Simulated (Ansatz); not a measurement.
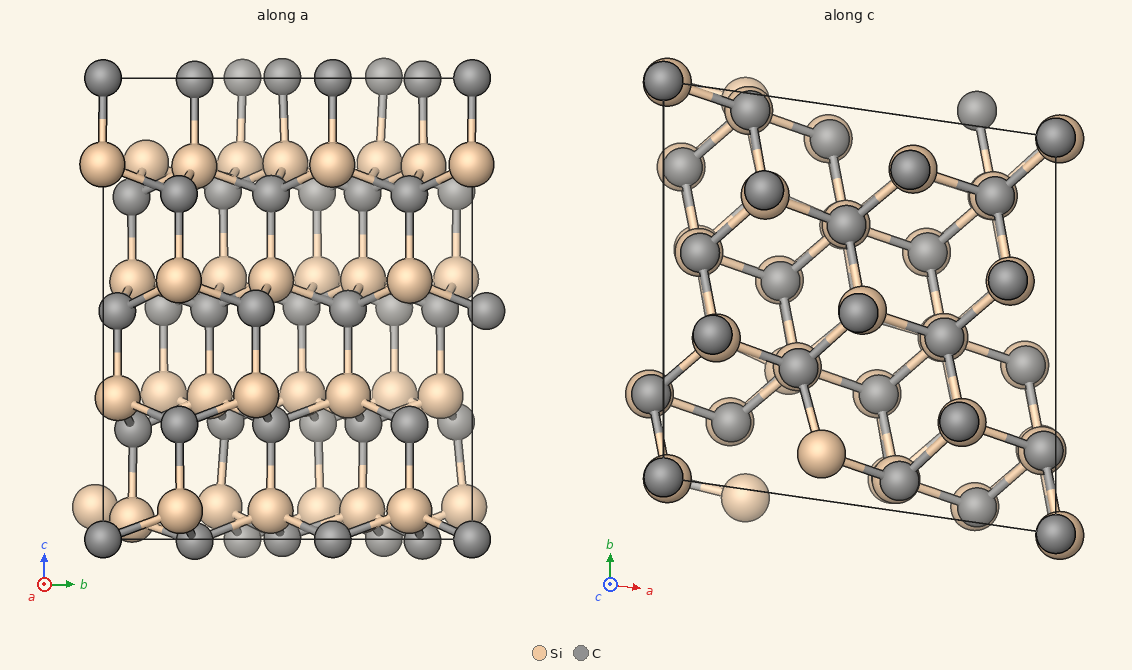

An orthographic ball-and-stick view of the structure, along the a axis and along the c axis. The edges of the simulation cell are marked.

Si₃₂C₃₁, a = 8.19 Å, b = 8.19 Å, c = 10.13 Å, α = 90.00°, β = 90.00°, γ = 98.21°.

Method used: DFT PBE, scalar-relativistic, plane waves, PAW in Ansatz 0.2.0. It ran with an energy cutoff of 420 eV, a 2×2×2 sampling of the Brillouin zone, Gaussian smearing of 0.01 eV, no spin polarisation.

### What does the calculation say: metal or gapped?

A semiconductor at this level, with a gap of 0.99 eV on the k-mesh (the true edges may lie between mesh points, so the gap can be somewhat smaller).

The model was built from a structure listed in the Materials Project, repeated into a supercell with a point defect put in. The atoms were relaxed in a fixed cell with DFT PBE, scalar-relativistic, plane waves, PAW (Ansatz).
